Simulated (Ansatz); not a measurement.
System: Al₃Ru₂, space group I4/mmm (No. 139).

Input of the run:
```
crystal:
  lattice:
    - [-1.5359653344, 1.5359653344, 7.1384686894]
    - [1.5359653344, -1.5359653344, 7.1384686894]
    - [1.5359653344, 1.5359653344, -7.1384686894]
  atoms:
    - { symbol: Al, position: [0.0, 0.0, 0.0] }
    - { symbol: Al, position: [0.8061890603, 0.8061890603, 0.0] }
    - { symbol: Al, position: [0.1938109397, 0.1938109397, 0.0] }
    - { symbol: Ru, position: [0.6054520371, 0.6054520371, 0.0] }
    - { symbol: Ru, position: [0.3945479629, 0.3945479629, 0.0] }
basis:
  ecutwfc: 420
kpoints:
  mp_grid: { grid: [16, 16, 16] }
hamiltonian:
  xc: pbesol
scf:
  occupations: { method: fermi_dirac, width: 0.15 }
output:
  forces: true
  stress: true
  eigenvalues: true
elastic:
  mode: relaxed_ion
  amplitude: 0.005
  stencil: two_point
```

Run as:
```bash
ansatz run input.yaml --threads 2 --pin off --max-ram 7168MiB --backend cpu --events-out ev --progress --plain --runs-dir out
```

Computed with Ansatz 0.2.0: elastic stress-strain coefficients at zero temperature from small strains of the given cell, Voigt order xx yy zz yz xz xy, Cartesian axes of the cell vectors; plane waves with PAW datasets, Γ-centred k mesh. Level: PBEsol, no spin polarisation.

wave cutoff 420 eV; k mesh 16×16×16; occupations Fermi–Dirac; smearing width 0.15 eV; ions relaxed; strain amplitude 0.005.

What does the calculation give for the sound velocities against the direction of travel in the xy plane, from the elastic constants and the density?

Along x the longitudinal wave runs at 6.92 km/s and the transverse ones at 4.32 and 4.19 km/s; along y the longitudinal wave runs at 6.92 km/s and the transverse ones at 4.32 and 4.19 km/s; along z the longitudinal wave runs at 6.46 km/s and the transverse ones at 4.19 and 4.19 km/s; along x + y they run at 7.21, 4.19 and 3.81 km/s (density 6.98 g/cm³). Over all directions E runs from 227 to 311 GPa, a ratio of 1.37. E is 260 GPa along x, 260 GPa along y and 227 GPa along z, and 308 GPa along the body diagonal x + y + z. The Hill averages are K = 190 GPa and G = 113 GPa, Poisson's ratio 0.25; K/G = 1.68.

Stiffness matrix C (GPa), Voigt order:
```
       xx     yy     zz     yz     xz     xy
xx  334.2  131.4  122.1    0.0    0.0    0.0
yy  131.4  334.2  122.1    0.0    0.0    0.0
zz  122.2  122.2  291.2    0.0    0.0    0.0
yz    0.0    0.0    0.0  122.7    0.0    0.0
xz    0.0    0.0    0.0    0.0  122.7    0.0
xy    0.0    0.0    0.0    0.0    0.0  130.4
```

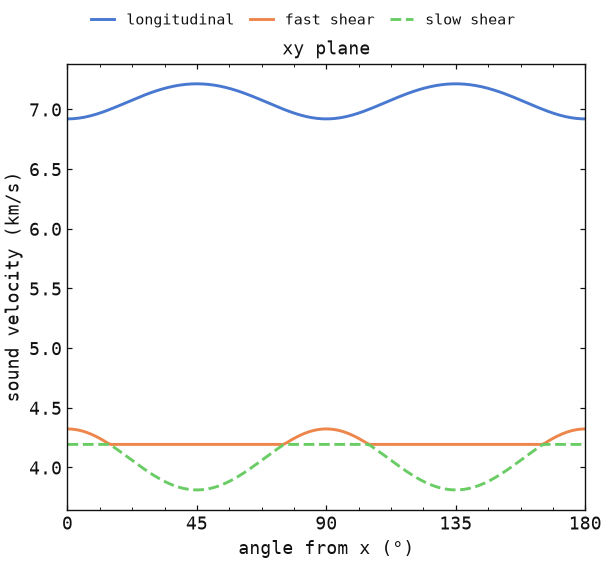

Limits of the calculation: metal sensitive to the k mesh.
